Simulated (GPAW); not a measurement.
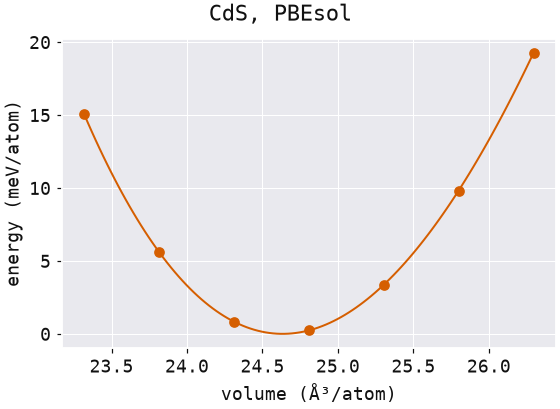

The figure shows the energy against volume for CdS, space group F-43m (No. 216).

Cell as given: a = 4.125 Å, b = 4.125 Å, c = 4.125 Å, α = 60.00°, β = 60.00°, γ = 60.00°; 2 atoms.

How it was computed, with GPAW 26.7.0: PAW DFT in plane waves, on a grid or in atomic orbitals, no spin polarisation; energies at scaled volumes of the given cell, shape and fractions fixed, counted from the fit's minimum, third-order Birch-Murnaghan fit. Level: PBEsol.

- k mesh: 8×8×8
- occupations: Fermi–Dirac
- smearing width: 0.05 eV
- potentials: PAW data sets made by gpaw setup for the functional
- wave cutoff: 600 eV
- program settings: basis pw

This calculation gives: equilibrium volume 24.63 Å³/atom and bulk modulus 62.1 GPa.

Now S is replaced by Te on all its sites, which gives CdTe in the same structure. The second calculation uses k mesh 7×7×7. What happens?

The equilibrium volume rises from 24.63 to 33.87 Å³/atom (+38 %) and the bulk modulus falls from 62.1 to 42.0 GPa (−32 %).

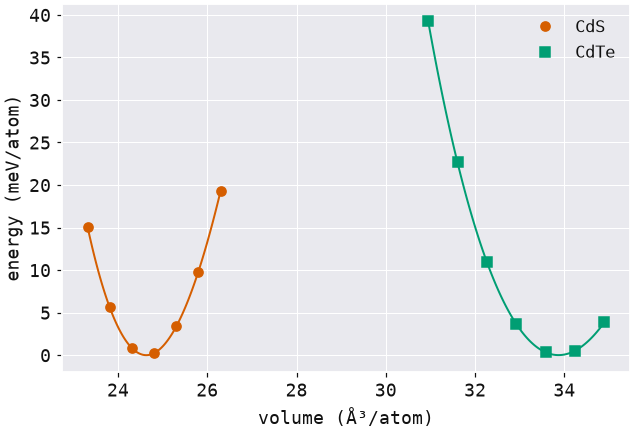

The two results together.

V0 and the bulk modulus come from third-order Birch–Murnaghan fits.
